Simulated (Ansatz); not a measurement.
# Run report: Pt, geometry relaxation (part 2 of 2)

Continued. System: Pt (slab, 8 atoms in the cell). Method: DFT PBE+D3(BJ), scalar-relativistic, plane waves, PAW, no spin polarisation (Ansatz 0.2.0); cutoff 420 eV, 6×12×1 k-mesh, Gaussian smearing of 0.1 eV. The structure derives from an entry of the Crystallography Open Database. The input holds or restrains some coordinates.

Geometry of the input (Å; fractional positions):
```
5.5559  0.0000  0.0000
-1.3890  2.4058  0.0000
0.0000  0.0000  23.8045
Pt 0.3333  0.3333  0.3571
Pt 0.8333  0.3333  0.3571
Pt 0.6667  0.6667  0.4524
Pt 0.1667  0.6667  0.4524
Pt 0.0000  0.0000  0.5476
Pt 0.5000  0.0000  0.5476
Pt 0.3333  0.3333  0.6429
Pt 0.8333  0.3333  0.6429
```

```
WARN: The output density's exchange-correlation potential varies sharply where the density is thin. Do not read a vacuum level from v_tot or v_xc, or from such a field of the output density. On a cell that repeats whose density bears no net charge and no dipole along the vacuum's axis use v_es (v_loc + v_h of the components); under efield.dipole_correction with no amplitude use v_es + v_field, which holds any external_charges[].barrier, or the levels of the report's work_function block, which leave it out; under a non-zero efield.amplitude the vacuum is tilted and has no level; on a cell that repeats and bears such a dipole with no correction it is tilted too, and efield.dipole_correction with no amplitude gives each side of its ramp a level where efield: is served; in a cell that repeats whose density bears a net charge (total_charge, or a fill off its count) it is curved and has none; of a slab under crystal.periodic whose density bears no net charge use v_es, which has a level on each side, short of where the two are joined; of another it falls or rises all the way out and has none; of a slab beside external_charges read slab_vacuum_level instead, which it has where they leave it neutral. The grid or the basis barely resolves most such structure, and the values can differ between equally converged runs; as a rule a tighter scf.convergence.dr2_threshold does not remove it. Where the density itself ripples (under the LDA too) a higher basis.ecutwfc lessens it. The files hold the spikes' plane waves up to the density's cutoff. Files: v_tot_of_output_density and the like, and their columns of v_z.tsv (output.write_potential); v_xc_of_output_density and the like, and their columns of v_comp_z.tsv (output.write_potential_components). Measured: with its Gaussian average of σ = 0.25 Å subtracted twice, the exchange-correlation potential is over 0.1 eV at 2 of the grid points where the equally averaged density (valence and model cores) is under 1e-3 e/Å³, and 0.109 eV at the most among them, at an averaged density of 5.3e-9 e/Å³. The input density's (outcome.potential() and, of a run that writes arrays, v_tot and v_xc) is over 0.1 eV, so measured, at 6 points of its own thin density, 0.114 eV at the most. See output.write_potential in the manual, Limitations
SCF converged after 9 iterations
Free energy (F): -100186.402952 eV
Harris-Foulkes:  -100186.402952 eV  (|F-HF|=1.48e-8)
Internal energy: -100186.344774 eV  (E = F + TS)
E sigma→0 (E₀):  -100186.373863 eV
Entropy (-TS):   -0.058178 eV (-7.272 meV/atom)
Fermi energy:    5.285318 eV
Dipole field:    D = -0.000422 V/Å  (p = -0.000742 e·Å, saw-weighted, corrected)
Work function:   Φ+ = 5.7030 eV   Φ− = 5.6930 eV
Levels:          The Fermi level and band energies are counted from a zero that moves with the ramp; work functions are not
--- Per-component energies (eV) ---
  E_band       = -3585.784597
  E_kinetic    = 5094.739210
  E_local      = -230562.603267  (includes V_loc(G=0)·N_el)
  E_nonlocal   = 1600.077795
  E_hartree    = 112503.457767
  E_xc         = -2089.872646
  E_vxc        = -2416.534308  (∫ρ·V_xc dr)
  E_paw        = -75632.155041  (= ΣΔE_a)
  E_vpaw       = -2308.389093  (= ΣTr[D̂ρ^β])
  E_aug_tail   = 0.001613  (compensation charges beyond the density's cutoff)
  E_efield     = 0.000000  (sawtooth field / dipole correction)
  E_vefield    = -0.000072  (∫n·V_field dr)
  E_ewald      = 88904.617555
  E_disp       = -4.607760  (pairwise vdW)
  E_smearing   = -0.058178  (= −TS)
  E_closure    = -0.000000  (closes the sum)
  Σ components = -100186.402952   (vs F -100186.402952, Δ=0.00e0)
--- Forces (eV/Å), atoms counted from 1 ---
  atom   1  Pt    -0.00000042    -0.00000024    -0.19037974
  atom   2  Pt    -0.00000042    -0.00000024    -0.19037974
  atom   3  Pt     0.00000169     0.00000097     0.18633494
  atom   4  Pt     0.00000169     0.00000097     0.18633494
  atom   5  Pt    -0.00000162    -0.00000094    -0.00725967
  atom   6  Pt    -0.00000162    -0.00000094    -0.00725967
  atom   7  Pt     0.00000039     0.00000023     0.01132264
  atom   8  Pt     0.00000039     0.00000023     0.01132264
  max |Σ_I F_I| component: 3.63e-5 eV/Å
--- Band table (eV; the first three rows and the last of 25) ---
  k-point 0: bands = ["-93.2003", "-93.1756", "-93.1754", "-93.1570", "-92.7021", "-92.6805", "-92.6687", "-92.6470", "-47.6268", "-47.5991", "-47.5723", "-47.4219", "-47.3530", "-47.3524", "-47.3335", "-47.2939", "-47.2543", "-47.2542", "-47.2150", "-47.2150", "-47.1764", "-47.1474", "-46.9298", "-46.8981", "-46.8433", "-46.8433", "-46.8115", "-46.8115", "-46.7052", "-46.6728", "-46.6668", "-46.6330", "-4.3000", "-2.9303", "-1.8025", "-1.7525", "-1.5330", "-1.3886", "-0.9309", "-0.6162", "-0.5032", "0.2887", "1.3133", "1.4276", "1.4762", "1.6258", "1.6258", "1.6409", "1.7374", "1.7374", "1.8971", "2.1959", "2.1959", "2.3074", "2.3074", "2.5155", "2.5764", "3.0796", "3.1800", "3.7073", "3.7073", "4.0743", "4.0743", "4.3454", "4.5411", "4.8121", "4.8121", "4.8874", "5.0792", "5.1705", "5.2841", "5.2841", "5.3823", "5.5711", "5.8697", "5.9095", "5.9101", "6.2397", "7.7039", "8.0266", "8.3718", "10.7579", "10.7657", "11.3005", "11.4110", "11.7973", "11.8925"]
  k-point 1: bands = ["-93.1986", "-93.1754", "-93.1743", "-93.1570", "-92.7007", "-92.6805", "-92.6672", "-92.6470", "-47.6139", "-47.5872", "-47.5660", "-47.4216", "-47.3750", "-47.3410", "-47.3395", "-47.3072", "-47.2724", "-47.2611", "-47.2389", "-47.2202", "-47.1652", "-47.1360", "-46.9426", "-46.9110", "-46.8668", "-46.8492", "-46.8350", "-46.8173", "-46.7028", "-46.6727", "-46.6644", "-46.6329", "-4.0572", "-2.6919", "-1.5618", "-1.5219", "-1.3643", "-1.2078", "-0.8048", "-0.4360", "-0.2896", "0.3577", "1.1803", "1.2993", "1.3953", "1.4942", "1.5245", "1.8053", "1.8746", "1.9092", "1.9316", "2.0627", "2.1504", "2.3566", "2.3748", "2.4160", "2.4785", "2.6557", "3.3140", "3.5644", "3.5903", "3.9527", "4.0962", "4.1022", "4.2242", "4.2399", "4.4578", "4.6458", "4.8062", "4.9342", "5.0862", "5.1788", "5.2961", "5.4148", "5.6378", "5.8188", "6.8945", "7.0208", "7.5916", "8.2936", "9.5943", "10.9118", "10.9527", "11.2456", "11.5574", "11.9836", "12.3385"]
  k-point 2: bands = ["-93.1941", "-93.1754", "-93.1708", "-93.1570", "-92.6967", "-92.6805", "-92.6633", "-92.6470", "-47.5818", "-47.5594", "-47.5492", "-47.4320", "-47.3951", "-47.3756", "-47.3465", "-47.3290", "-47.3089", "-47.2967", "-47.2795", "-47.2344", "-47.1373", "-47.1075", "-46.9737", "-46.9422", "-46.9304", "-46.8988", "-46.8651", "-46.8333", "-46.6965", "-46.6724", "-46.6580", "-46.6327", "-3.3805", "-2.0587", "-0.9869", "-0.9301", "-0.8867", "-0.7922", "-0.3968", "-0.0559", "0.2660", "0.5620", "0.8011", "0.9419", "1.0815", "1.1742", "1.4917", "1.7963", "1.7994", "1.8497", "2.0263", "2.0522", "2.1748", "2.3169", "2.3176", "2.3456", "2.7768", "2.9549", "2.9568", "3.1248", "3.1439", "3.3341", "3.4412", "3.5096", "3.8708", "3.9478", "4.0946", "4.2106", "4.3601", "4.7876", "4.9952", "5.0180", "5.3154", "5.3238", "5.6111", "6.8011", "7.2574", "7.7704", "8.5247", "8.8629", "10.7781", "11.3466", "11.4584", "11.5200", "12.4255", "12.5403", "12.9727"]
  k-point 24: bands = ["-93.1754", "-93.1754", "-93.1570", "-93.1570", "-92.6805", "-92.6805", "-92.6470", "-92.6470", "-47.5595", "-47.5595", "-47.5418", "-47.5418", "-47.4516", "-47.4516", "-47.3895", "-47.3895", "-47.3712", "-47.3712", "-47.3290", "-47.3290", "-47.1180", "-47.1180", "-47.0880", "-47.0880", "-46.9945", "-46.9945", "-46.9631", "-46.9631", "-46.6723", "-46.6723", "-46.6326", "-46.6326", "-0.6310", "-0.6310", "-0.4806", "-0.4806", "-0.1510", "-0.1510", "0.3576", "0.3576", "0.4029", "0.4029", "0.8059", "0.8059", "0.8670", "0.8670", "1.3130", "1.3130", "1.4731", "1.4731", "2.2128", "2.2128", "2.2867", "2.2867", "2.3255", "2.3255", "2.4498", "2.4498", "3.0831", "3.0831", "3.7571", "3.7571", "3.7939", "3.7939", "4.0951", "4.0951", "4.9728", "4.9728", "5.3532", "5.3532", "5.6102", "5.6102", "7.3401", "7.3401", "7.8821", "7.8821", "9.0230", "9.0230", "10.9009", "10.9009", "12.6383", "12.6383", "12.8408", "12.8408", "13.5826", "13.5826", "13.9922"]
--- Relaxed structure (3 steps of the walk, 2 accepted, 0 SCFs on fresh bases) ---
  F+E_penalty+E_count = -100186.40295204 eV   max|allowed force component| = 1.132e-2 eV/Å
  atoms:
    - { symbol: Pt, position: [0.3333333333, 0.3333333333, 0.35707465439999997] }
    - { symbol: Pt, position: [0.8333333333, 0.3333333333, 0.35707465439999997] }
    - { symbol: Pt, position: [0.6666666666999999, 0.6666666667, 0.4523582181] }
    - { symbol: Pt, position: [0.16666666670000002, 0.6666666667, 0.4523582181] }
    - { symbol: Pt, position: [2.3459189580159622e-7, 2.345918958015962e-7, 0.546998268107653] }
    - { symbol: Pt, position: [0.5000002345918958, 2.345918958015962e-7, 0.546998268107653] }
    - { symbol: Pt, position: [0.3333335697487551, 0.3333335697487551, 0.643368699025311] }
    - { symbol: Pt, position: [0.833333569748755, 0.3333335697487551, 0.643368699025311] }
```

Trajectory as extended XYZ (Å, eV, eV/Å), 3 frames, from step=1 to step=3:
```
8
Lattice="5.5559 0.0000 0.0000 -1.3890 2.4058 0.0000 0.0000 0.0000 23.8045" Properties=species:S:1:pos:R:3:forces:R:3 step=1 energy=-100186.39600
Pt    1.3890    0.8019    8.5000    0.0000   0.0000  -0.1983
Pt    4.1669    0.8019    8.5000    0.0000   0.0000  -0.1983
Pt    2.7779    1.6038   10.7682    0.0000   0.0000   0.3053
Pt    0.0000    1.6038   10.7682    0.0000   0.0000   0.3053
Pt    0.0000    0.0000   13.0364    0.0000   0.0000  -0.3053
Pt    2.7779    0.0000   13.0364    0.0000   0.0000  -0.3053
Pt    1.3890    0.8019   15.3045    0.0000   0.0000   0.1982
Pt    4.1669    0.8019   15.3045    0.0000   0.0000   0.1982
8
Lattice="5.5559 0.0000 0.0000 -1.3890 2.4058 0.0000 0.0000 0.0000 23.8045" Properties=species:S:1:pos:R:3:forces:R:3 step=2 energy=-100186.39049 accepted=F
Pt    1.3890    0.8019    8.5000    0.0000   0.0000  -0.1799
Pt    4.1669    0.8019    8.5000    0.0000   0.0000  -0.1799
Pt    2.7779    1.6038   10.7682    0.0000   0.0000   0.0201
Pt    0.0000    1.6038   10.7682    0.0000   0.0000   0.0201
Pt    0.0000    0.0000   13.0010    0.0000   0.0000   0.4015
Pt    2.7779    0.0000   13.0010    0.0000   0.0000   0.4015
Pt    1.3890    0.8019   15.3340    0.0000   0.0000  -0.2419
Pt    4.1669    0.8019   15.3340    0.0000   0.0000  -0.2419
8
Lattice="5.5559 0.0000 0.0000 -1.3890 2.4058 0.0000 0.0000 0.0000 23.8045" Properties=species:S:1:pos:R:3:forces:R:3 step=3 energy=-100186.40295
Pt    1.3890    0.8019    8.5000    0.0000   0.0000  -0.1904
Pt    4.1669    0.8019    8.5000    0.0000   0.0000  -0.1904
Pt    2.7779    1.6038   10.7682    0.0000   0.0000   0.1863
Pt    0.0000    1.6038   10.7682    0.0000   0.0000   0.1863
Pt    0.0000    0.0000   13.0210    0.0000   0.0000  -0.0073
Pt    2.7779    0.0000   13.0210    0.0000   0.0000  -0.0073
Pt    1.3890    0.8019   15.3151    0.0000   0.0000   0.0113
Pt    4.1669    0.8019   15.3151    0.0000   0.0000   0.0113
```

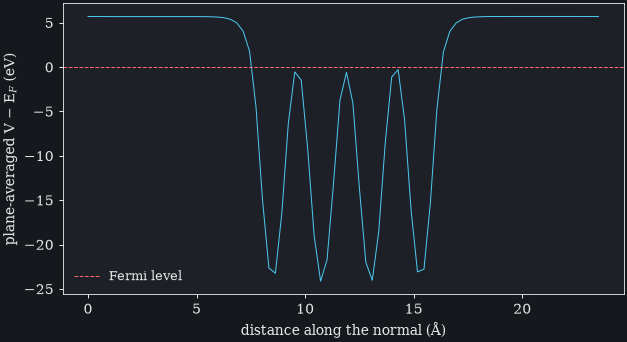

**Figure 1.** Plane average of the electrostatic potential energy of an electron across the cell, from the Fermi level. The vacuum level lies 5.70 eV above the Fermi level.

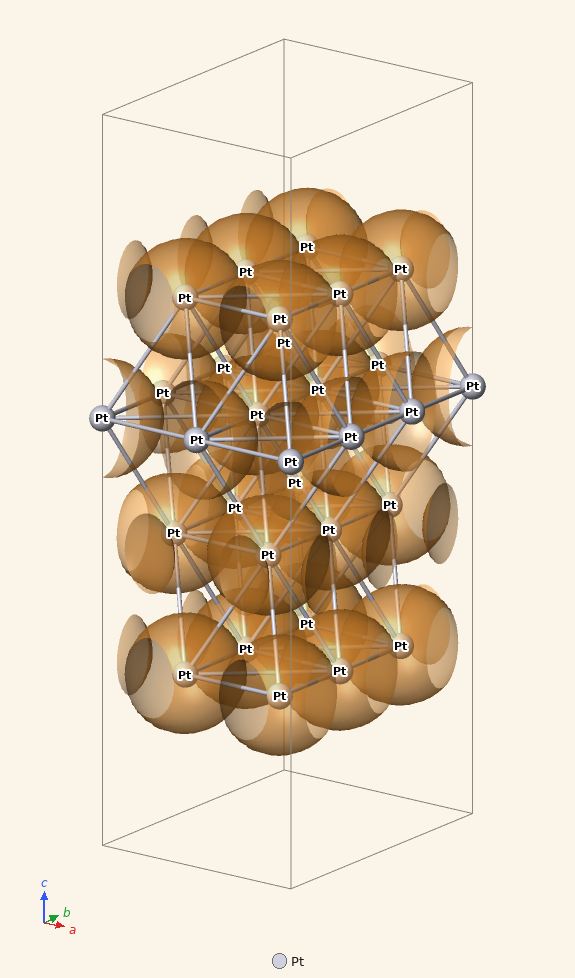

**Figure 2.** Isosurface of the valence pseudo-density at 0.6 e/Å³ (orange), seen slightly off an axis. Sticks mark near contacts. At this value the density breaks into separate islands; it holds about 80 % of the electrons treated as valence (semicore included). It is pinched off along the Pt–Pt (2.77 Å) contacts. On the grid the lowest density along these lines, outside the cores, is 0.39 e/Å³ (Pt–Pt, 2.77 Å). In a PAW calculation such maps are meaningful between the atoms, not at the nuclei.

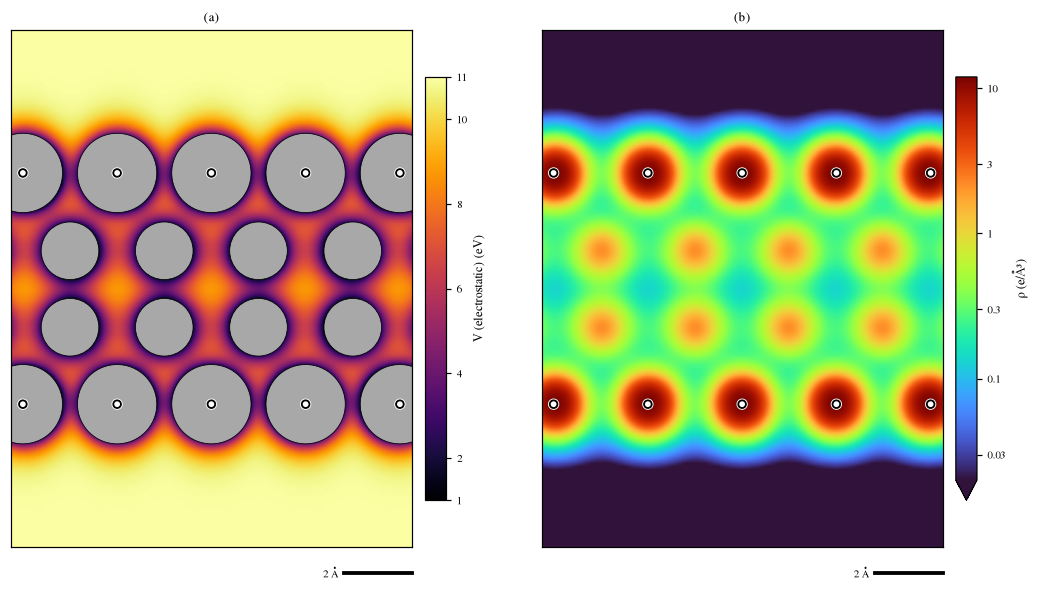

**Figure 3.** (a) electrostatic potential energy of an electron; (b) valence pseudo-density on the (010) plane of the calculation cell, a cut from vacuum to vacuum. Circles mark the nuclei in the plane (Pt). Grey discs, where drawn, cover atomic cores. Atoms in the plane: Pt. Pt–Pt (2.78 Å): the density is about 0.38 e/Å³ at the midpoint. The density dies away to nearly zero in the vacuum.
